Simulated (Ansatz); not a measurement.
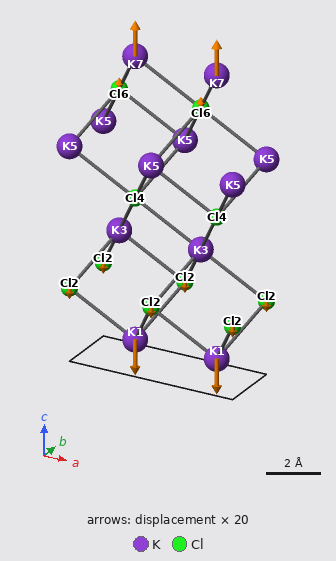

This is a relaxation of a slab of composition K4Cl3 (cut from the Fm-3m phase). The starting structure is drawn; orange arrows show the displacements, 20 times their true length.

A ball-and-stick model of the 2 × 1 repeat of the cell, outlined in the plane, without the vacuum, seen slightly off an axis.

Case: (1 1 1) slab, atoms relaxed. The slab is the (1 1 1) face of KCl.

Level of theory: DFT r2SCAN, scalar-relativistic, plane waves, PAW in Ansatz. Set-up: plane-wave cutoff 500 eV; k-point mesh 6 × 6 × 1; occupations gaussian; smearing width 0.05 eV; no spin polarisation; dipole correction; atoms relaxed in a fixed cell; force threshold 0.02 eV/Å; at most 60 steps.

Describe the change and its energy.

Answer. The largest moves relative to the layer's centre, 0.069 Å, are those of K1 and K7. K1 goes along the normal (−c). By element the largest moves are K 0.069 Å, Cl 0.021 Å. The cell stays as it was. Among the contacts that change: Cl6–K7 3.146 → 3.174 Å, Cl2–K3 3.146 → 3.156 Å. Over 2 geometry steps the energy falls by 4.4 meV per cell of the calculation. The largest force component goes from 0.081 to 0.0037 eV/Å. The run took roughly 2 core-minutes on a shared host.

Limits of the set-up: the cell has an odd number of electrons but was run without spin polarisation.
